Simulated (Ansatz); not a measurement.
YN: geometry relaxation (part 2 of 2)

The same run, continued: YN (Fm-3m, 2 atoms in the cell); DFT PBE, scalar-relativistic, plane waves, PAW, no spin polarisation (Ansatz 0.2.0); cutoff 420 eV, 12×12×12 k-mesh, Gaussian smearing of 0.01 eV. The structure derives from an entry of the Crystallography Open Database.

What the program printed, continued:
```
SCF iter   1: F=—  HF=-4236.080957 eV  |F-HF|=—  |Δ(HF+E_count)|=         —  Δρ=3.69e-5  dr2=4.74e-7  ethr=3.22e-9  ⟨swp⟩=2.0  Hψ=5639  notcnv=0
preconditioner: auto → none  [insulator: Δε(μ)=0.211 eV  Ē_g=16.952 eV  σ=0.010 eV  W_gap=1.00  n_scr=8 (ndim 8)  ℏωp=25.6 eV  f_vac=0.000  D(μ)=0.00/eV (n_scr^D=0)  ε∞_Penn≈3.3]
SCF iter   2: F=—  HF=-4236.080953 eV  |F-HF|=—  |Δ(HF+E_count)|=   4.43e-6  Δρ=7.62e-6  dr2=2.33e-8  ethr=2.96e-9  ⟨swp⟩=2.1  Hψ=1051  notcnv=0
iter 3 did not close the SCF: its close was put off for the readings that it lacked (scf_convergence_deferred on its scf_iter line)
SCF iter   3: F=-4236.080953 eV  HF=-4236.080953 eV  |F-HF|=1.94e-10  |Δ(HF+E_count)|=   1.86e-9  Δρ=1.60e-6  dr2=5.36e-10  ethr=1.46e-10  ⟨swp⟩=2.0  Hψ=1056  notcnv=0
iter 4 did not close the SCF: its close was put off for the readings that it lacked (scf_convergence_deferred on its scf_iter line)
SCF iter   4: F=-4236.080953 eV  HF=-4236.080953 eV  |F-HF|=1.82e-12  |Δ(HF+E_count)|=  2.73e-10  Δρ=1.25e-7  dr2=3.04e-12  ethr=3.35e-12  ⟨swp⟩=2.1  Hψ=1348  notcnv=0
iter 5 did not close the SCF: its close was put off for the readings that it lacked (scf_convergence_deferred on its scf_iter line)
SCF iter   5: F=-4236.080953 eV  HF=-4236.080953 eV  |F-HF|=9.09e-13  |Δ(HF+E_count)|=  1.82e-12  Δρ=2.49e-8  dr2=7.75e-14  ethr=1.00e-12  ⟨swp⟩=1.0  Hψ=864  notcnv=0
iter 6 did not close the SCF: its close was put off for the readings that it lacked (scf_convergence_deferred on its scf_iter line)
SCF iter   6: F=-4236.080953 eV  HF=-4236.080953 eV  |F-HF|=1.82e-12  |Δ(HF+E_count)|=    0.00e0  Δρ=4.70e-9  dr2=7.47e-15  ethr=1.00e-12  ⟨swp⟩=1.0  Hψ=864  notcnv=0
SCF iter   7: F=-4236.080953 eV  HF=-4236.080953 eV  |F-HF|=0.00e0  |Δ(HF+E_count)|=  1.82e-12  Δρ=7.23e-10  dr2=1.91e-16  ethr=1.00e-12  ⟨swp⟩=1.0  Hψ=2016  notcnv=0
SCF 6 converged in 7 iterations: F = -4236.080953 eV  dr2 = 1.91e-16
relax step   6: F+E_penalty+E_count = -4236.08095274 eV  Δ(F+E_penalty+E_count) = +1.510e-5 eV  max|allowed force component| = 3.977e-30 eV/Å  Δτ_max = 0.0000 Å  P = +0.001 GPa  Ω = 29.518 Å³  energy of the carried Pulay correction = -1.670e-5 eV  (7 SCF iters, dr2 threshold 6.96e-9 eV, accepted)
iter 1 solved again at ethr=4.53e-8 eV; its pass at ethr=3.10e-3 eV (dr2=7.24e-6 eV) is discarded
SCF iter   1: F=—  HF=-4236.080965 eV  |F-HF|=—  |Δ(HF+E_count)|=         —  Δρ=9.24e-7  dr2=7.36e-11  ethr=4.53e-8  ⟨swp⟩=3.0  Hψ=7342  notcnv=0
eigensolver tolerance schedule: the retry pair's looser diagonalisation over-reported the residual by 98321.92 of it (diagonalisation noise at an unbounded share of the residual, at the tolerance the schedule requests for it); recorded, not acted on — ethr = c·dr2/N_el stays at c = 1.0e-1
SCF iter   2: F=—  HF=-4236.080961 eV  |F-HF|=—  |Δ(HF+E_count)|=   3.99e-6  Δρ=5.31e-7  dr2=5.65e-11  ethr=1.00e-12  ⟨swp⟩=3.0  Hψ=1708  notcnv=0
iter 3 did not close the SCF: its close was put off for the readings that it lacked (scf_convergence_deferred on its scf_iter line)
SCF iter   3: F=-4236.080961 eV  HF=-4236.080961 eV  |F-HF|=3.64e-12  |Δ(HF+E_count)|=  3.64e-12  Δρ=3.03e-7  dr2=1.31e-11  ethr=1.00e-12  ⟨swp⟩=1.0  Hψ=864  notcnv=0
iter 4 did not close the SCF: its close was put off for the readings that it lacked (scf_convergence_deferred on its scf_iter line)
SCF iter   4: F=-4236.080961 eV  HF=-4236.080961 eV  |F-HF|=2.73e-12  |Δ(HF+E_count)|=  1.00e-11  Δρ=4.33e-8  dr2=2.88e-13  ethr=1.00e-12  ⟨swp⟩=1.0  Hψ=864  notcnv=0
iter 5 did not close the SCF: its close was put off for the readings that it lacked (scf_convergence_deferred on its scf_iter line)
SCF iter   5: F=-4236.080961 eV  HF=-4236.080961 eV  |F-HF|=1.82e-12  |Δ(HF+E_count)|=  9.09e-13  Δρ=1.34e-8  dr2=4.03e-14  ethr=1.00e-12  ⟨swp⟩=1.0  Hψ=864  notcnv=0
iter 6 did not close the SCF: its close was put off for the readings that it lacked (scf_convergence_deferred on its scf_iter line)
SCF iter   6: F=-4236.080961 eV  HF=-4236.080961 eV  |F-HF|=9.09e-13  |Δ(HF+E_count)|=    0.00e0  Δρ=7.44e-9  dr2=1.70e-14  ethr=1.00e-12  ⟨swp⟩=1.0  Hψ=864  notcnv=0
SCF iter   7: F=-4236.080961 eV  HF=-4236.080961 eV  |F-HF|=1.82e-12  |Δ(HF+E_count)|=    0.00e0  Δρ=4.35e-9  dr2=5.22e-15  ethr=1.00e-12  ⟨swp⟩=2.0  Hψ=2281  notcnv=0
SCF 7 converged in 7 iterations: F = -4236.080961 eV  dr2 = 5.22e-15
relax step   7: F+E_penalty+E_count = -4236.08096097 eV  Δ(F+E_penalty+E_count) = -8.229e-6 eV  max|allowed force component| = 5.884e-30 eV/Å  Δτ_max = 0.0000 Å  P = +0.001 GPa  Ω = 29.518 Å³  stress off target by 9.75e-4 GPa  SCF on the basis re-selected at this cell (its energy is not comparable with the rows above)  (7 SCF iters)
```

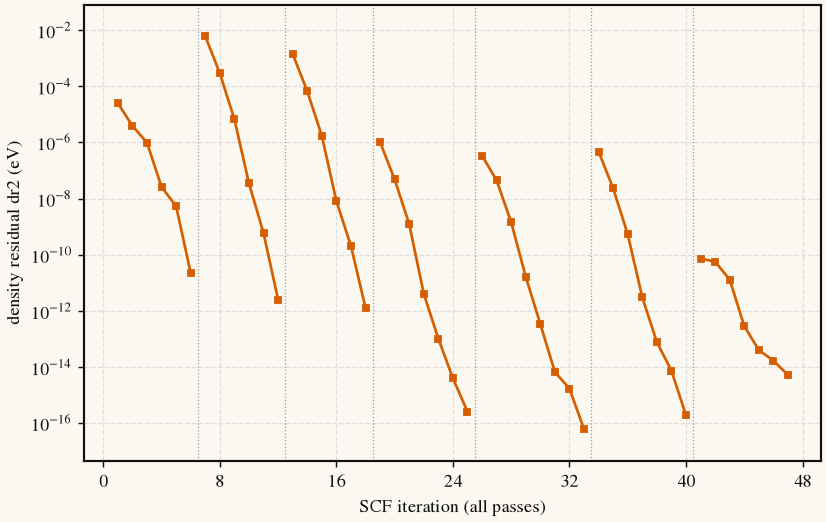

*Convergence of the self-consistent field: density residual dr2 against the SCF iteration. The dotted lines part the SCF passes of the relaxation: geometry steps, rejected trials and re-solves on a re-selected basis.*

The 7 passes take 6 to 8 iterations each, 47 in all.

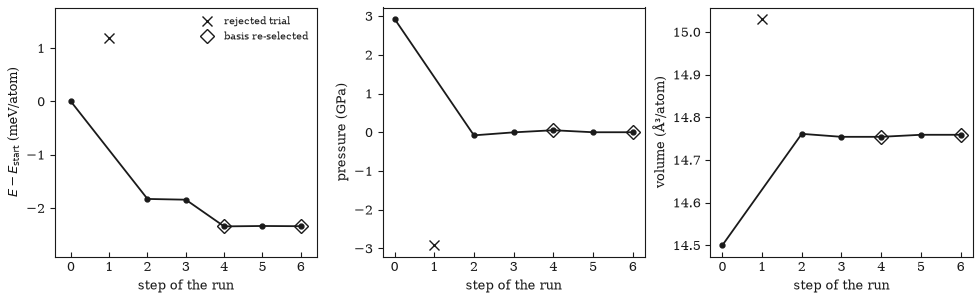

*Progress of the relaxation, step by step (the first geometry is step 0 here and step 1 in the log).*

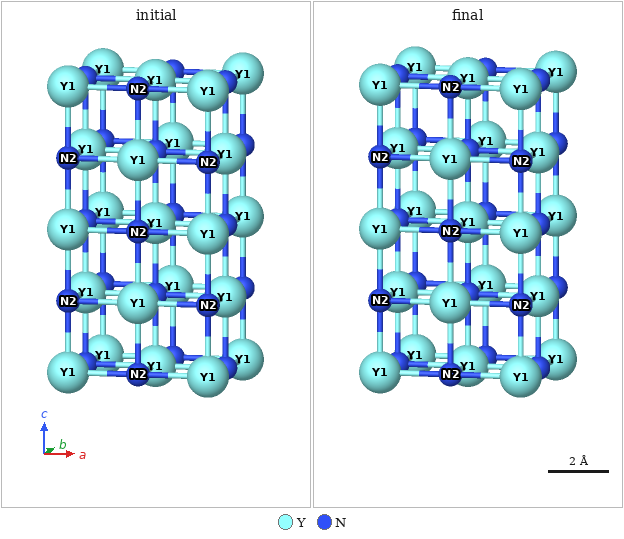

*Before (left) and after (right) the relaxation, at one scale (ball-and-stick view of the cell 4 times as large as that of the calculation, set on its symmetry axes, repeated 1 × 1 × 2, seen slightly off an axis).*

Over 4 geometry steps the energy falls by 2.3 meV per atom. All forces vanish by symmetry, so only the cell relaxes. Pressure: 2.93 GPa at the start and 0.00 GPa at the end. The line search rejected the trial step at point 1 (counted from 0) and went back. The basis was re-selected once at an unchanged geometry, which shifts the energy a little without any move. No atom moves by more than 0.005 Å relative to the cell. Cell: a = b = c 4.877 → 4.906 Å (+0.6 %). Volume +1.8 %. Among the contacts that change: Y1–N2 2.438 → 2.453 Å. The space group stays Fm-3m (No. 225). The energy change given includes the shifts at the re-selections in mid-walk, which come without any move. A last SCF at the same geometry on a re-selected plane-wave basis shifts the energy by next to nothing (0.0 meV per atom). (Atoms are counted from 1 in the order of the input.)

```
basis re-selected at this cell: Δ(F+E_penalty+E_count) = -8.229e-6 eV, ΔP = +0.000 GPa vs the last step (what re-selecting the basis moved, of the pressure what is left beyond the Pulay correction that the steps carried, after the strain that the cell walked since its last selection, with what the two solves' SCF thresholds leave and, on support functions, any second-order correction that the steps lacked; it is no measure of the basis error at this ecutwfc). This SCF's stress stands 9.75e-4 GPa from its target on what of the cell is left free (relax.cell.stress_tol is 5.00e-2 GPa) and its largest allowed force component is 5.88e-30 eV/Å (relax.f_tol is 5.00e-3 eV/Å): within both
SCF converged after 7 iterations
Free energy (F): -4236.080961 eV
Harris-Foulkes:  -4236.080961 eV  (|F-HF|=1.82e-12)
Internal energy: -4236.080961 eV  (E = F + TS)
E sigma→0 (E₀):  -4236.080961 eV
Fermi energy:    11.930919 eV
--- Per-component energies (eV) ---
  E_band       = -52.512123
  E_kinetic    = 436.831548
  E_local      = -609.265696  (includes V_loc(G=0)·N_el)
  E_nonlocal   = 94.706306
  E_hartree    = 187.588363
  E_xc         = -235.540854
  E_vxc        = -278.261359  (∫ρ·V_xc dr)
  E_paw        = -2952.085568  (= ΣΔE_a)
  E_vpaw       = -71.699746  (= ΣTr[D̂ρ^β])
  E_aug_tail   = 0.000096  (compensation charges beyond the density's cutoff)
  E_ewald      = -1158.315155
  E_smearing   = -0.000000  (= −TS)
  E_closure    = -0.000000  (closes the sum)
  Σ components = -4236.080961   (vs F -4236.080961, Δ=0.00e0)
--- Forces (eV/Å), atoms counted from 1 ---
  atom   1  Y     -0.00000000     0.00000000    -0.00000000
  atom   2  N      0.00000000    -0.00000000    -0.00000000
  max |Σ_I F_I| component: 1.03e-29 eV/Å
--- Stress (GPa, compression-positive) ---
        0.000975       0.000000      -0.000000
       -0.000000       0.000975      -0.000000
       -0.000000      -0.000000       0.000975
  P = ⅓ Tr σ = 0.0010 GPa (0.010 kbar)
--- Band table (eV; the first three rows and the last of 72) ---
  k-point 0: bands = ["-29.0146", "-8.6767", "-8.6767", "-8.6767", "-1.0378", "11.8254", "11.8254", "11.8254", "14.9558", "14.9558", "14.9558", "15.9020"]
  k-point 1: bands = ["-29.0071", "-8.7604", "-8.6822", "-8.6822", "-0.9205", "11.3739", "11.5842", "11.5842", "15.0113", "15.1265", "15.1265", "16.3166"]
  k-point 2: bands = ["-28.9864", "-8.9790", "-8.6973", "-8.6973", "-0.6058", "10.4227", "11.0467", "11.0467", "15.1471", "15.5898", "15.5898", "17.2675"]
  k-point 71: bands = ["-28.8634", "-9.2490", "-9.2490", "-9.0721", "-0.1467", "9.6999", "10.2795", "10.2795", "15.8061", "15.8061", "19.0377", "19.6723"]
--- Relaxed structure (5 steps of the walk, 4 accepted, 2 SCFs on fresh bases) ---
  F+E_penalty+E_count = -4236.08096097 eV   max|allowed force component| = 5.884e-30 eV/Å   (the final SCF, on the basis selected at the relaxed cell)
  cell:  # Å, volume = 29.5180 Å³
    - [-2.8542044903016704e-33, 2.452931538372758, 2.452931538372758]
    - [2.452931538372758, -2.6507876849259168e-33, 2.452931538372758]
    - [2.452931538372758, 2.452931538372758, -4.483529313008049e-33]
  atoms:
    - { symbol: Y, position: [9.808357789233145e-48, -7.0228806311793e-48, -3.30084888931706e-47] }
    - { symbol: N, position: [0.5, 0.5, 0.5] }
```

Trajectory as extended XYZ (Å, eV, eV/Å), 7 frames, from step=1 to step=7:
```
2
Lattice="0.0000 2.4385 2.4385 2.4385 0.0000 2.4385 2.4385 2.4385 0.0000" Properties=species:S:1:pos:R:3:forces:R:3 step=1 energy=-4236.07628 pressure_GPa=2.93
Y     0.0000    0.0000    0.0000    0.0000   0.0000   0.0000
N     2.4385    2.4385    2.4385    0.0000   0.0000   0.0000
2
Lattice="0.0000 2.4679 2.4679 2.4679 0.0000 2.4679 2.4679 2.4679 0.0000" Properties=species:S:1:pos:R:3:forces:R:3 step=2 energy=-4236.07389 pressure_GPa=-2.92 accepted=F
Y     0.0000    0.0000    0.0000    0.0000   0.0000   0.0000
N     2.4679    2.4679    2.4679    0.0000   0.0000   0.0000
2
Lattice="0.0000 2.4531 2.4531 2.4531 0.0000 2.4531 2.4531 2.4531 0.0000" Properties=species:S:1:pos:R:3:forces:R:3 step=3 energy=-4236.07994 pressure_GPa=-0.08
Y     0.0000    0.0000    0.0000    0.0000   0.0000   0.0000
N     2.4531    2.4531    2.4531    0.0000   0.0000   0.0000
2
Lattice="0.0000 2.4527 2.4527 2.4527 0.0000 2.4527 2.4527 2.4527 0.0000" Properties=species:S:1:pos:R:3:forces:R:3 step=4 energy=-4236.07997 pressure_GPa=-0.00
Y     0.0000    0.0000    0.0000    0.0000   0.0000   0.0000
N     2.4527    2.4527    2.4527    0.0000   0.0000   0.0000
2
Lattice="0.0000 2.4527 2.4527 2.4527 0.0000 2.4527 2.4527 2.4527 0.0000" Properties=species:S:1:pos:R:3:forces:R:3 step=5 energy=-4236.08097 pressure_GPa=0.05
Y     0.0000    0.0000    0.0000    0.0000   0.0000   0.0000
N     2.4527    2.4527    2.4527    0.0000   0.0000   0.0000
2
Lattice="0.0000 2.4529 2.4529 2.4529 0.0000 2.4529 2.4529 2.4529 0.0000" Properties=species:S:1:pos:R:3:forces:R:3 step=6 energy=-4236.08095 pressure_GPa=0.00
Y     0.0000    0.0000    0.0000    0.0000   0.0000   0.0000
N     2.4529    2.4529    2.4529    0.0000   0.0000   0.0000
2
Lattice="0.0000 2.4529 2.4529 2.4529 0.0000 2.4529 2.4529 2.4529 0.0000" Properties=species:S:1:pos:R:3:forces:R:3 step=7 energy=-4236.08096 pressure_GPa=0.00
Y     0.0000    0.0000    0.0000    0.0000   0.0000   0.0000
N     2.4529    2.4529    2.4529    0.0000   0.0000   0.0000
```

The run was set up as follows.

Input:
```yaml
crystal:
  lattice:
    - [0.0, 2.4385, 2.4385]
    - [2.4385, 0.0, 2.4385]
    - [2.4385, 2.4385, 0.0]
  atoms:
    - { symbol: "Y", position: [0.0, 0.0, 0.0] }
    - { symbol: "N", position: [0.5, 0.5, 0.5] }
basis:
  ecutwfc: 420
kpoints:
  mp_grid: { grid: [12, 12, 12] }
hamiltonian:
  xc: pbe
scf:
  occupations: { method: gaussian, width: 0.01 }
output:
  forces: true
  stress: true
  eigenvalues: true
relax:
  adjacent_minimum: "off"
  f_tol: 0.005
  max_steps: 80
  cell: { stress_tol: 0.05 }
```

Launch command:
```bash
ansatz run input.yaml --threads 1 --pin off --max-ram 2560MiB --backend cpu --events-out ev --progress --plain --runs-dir out
```

Results in brief:

| quantity | value |
| --- | --- |
| outcome | converged |
| space group (tolerance 0.01 Å) | Fm-3m (225) |
| electrons treated | 16 |
| free energy | −4236.0810 eV |
| Fermi energy | 11.931 eV |
| gap on the k-point mesh | 0.21 eV |
| pressure | 0.00 GPa |
| final volume | 29.52 Å³ |
| largest force (length of the vector) at the end | under 0.001 eV/Å |
| final cell | a = 3.469 Å, b = 3.469 Å, c = 3.469 Å, α = 60.00°, β = 60.00°, γ = 60.00° |
| hardware | 1 thread of Intel Xeon (Granite Rapids), 128 GiB of memory available, shared host |
| wall time | 6.2 s |
| peak memory | 0.45 GiB |
